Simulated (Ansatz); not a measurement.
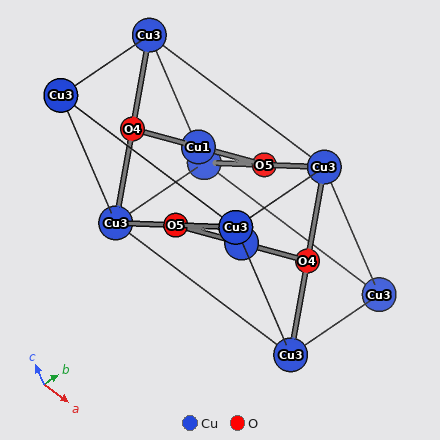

The system is Cu3O2 (I4/mmm, No. 139; 5 atoms in the cell); the picture shows the reference structure. The energy is mapped over the lattice constants a and c of the conventional cell. Coordinates scanned: (1) lattice constant a (and b); (2) lattice constant c. Nothing is relaxed (symmetry fixes all fractional coordinates). Grid: 7 × 7 points. Points are written as (first, second). All energies are given in meV/atom relative to the lowest grid point. The runs have no spin polarisation; a magnetic state may lie lower. Method: DFT PBE, scalar-relativistic, plane waves, PAW (Ansatz 0.2.0). Settings: cutoff 520 eV, k-mesh 14×14×14, gaussian smearing 0.15 eV, no spin polarisation.

Its coordinates:

```xyz
5
Lattice="-2.0333 2.0333 3.6707 2.0333 -2.0333 3.6707 2.0333 2.0333 -3.6707" Properties=species:S:1:pos:R:3 pbc="T T T"
Cu    2.0333    0.0000    1.8354
Cu    0.0000    2.0333    1.8354
Cu    0.0000    0.0000    0.0000
O     2.0333    0.0000    0.0000
O     0.0000    2.0333    0.0000
```

Range: lattice constant a (and b) from 3.945 to 4.189 Å; lattice constant c from 6.754 to 7.929 Å.

### Predict the map.

The lowest grid point is at (4.067 Å, 7.341 Å). No other kind of well shows on this grid. The highest grid point, (3.945 Å, 6.754 Å), lies 210 meV/atom above the lowest.

```
lattice constant c ↓, lattice constant a (and b) →  3.945  3.985  4.026  4.067  4.107  4.148  4.189
                                             7.929     77     78     82     89     98    110    123
                                             7.733     40     38     39     43     50     59     71
                                             7.537     17     12     10     12     16     23     31
                                             7.341     15      6      2      0      1      5     11
                                             7.146     39     28     19     15     13     13     16
                                             6.950    101     85     73     65     59     57     56
                                             6.754    210    190    174    162    152    146    142
```

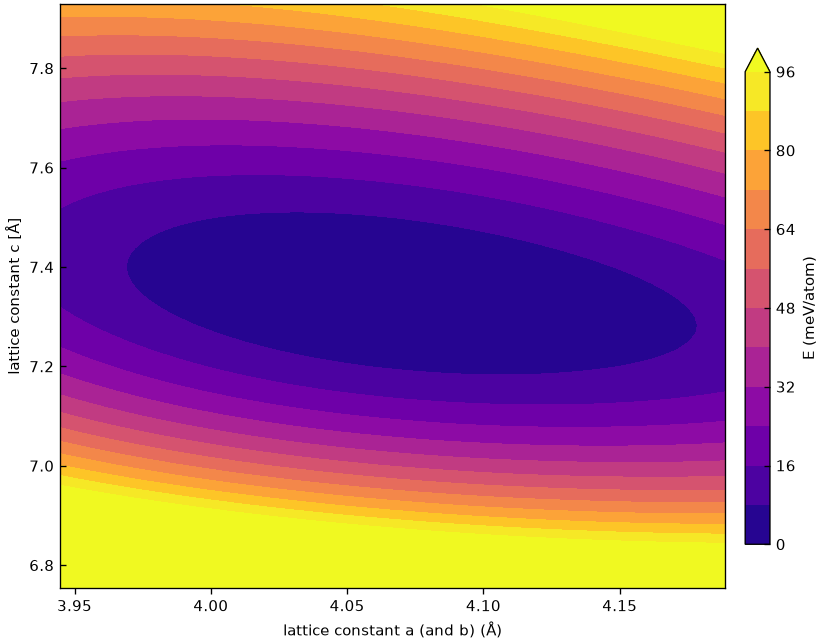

The picture shows filled contours, one colour for all values above the top of the scale. Between grid points the surface is interpolated.

Each point was launched as `ansatz run input.yaml --threads 4 --pin off --max-ram 8192MiB --backend cpu --events-out ev --progress --plain --runs-dir out`. Time for the 49 points that were run: 14 min on 4 threads of Arm Neoverse V2 (shared host).

PAW datasets: the set soft_1.
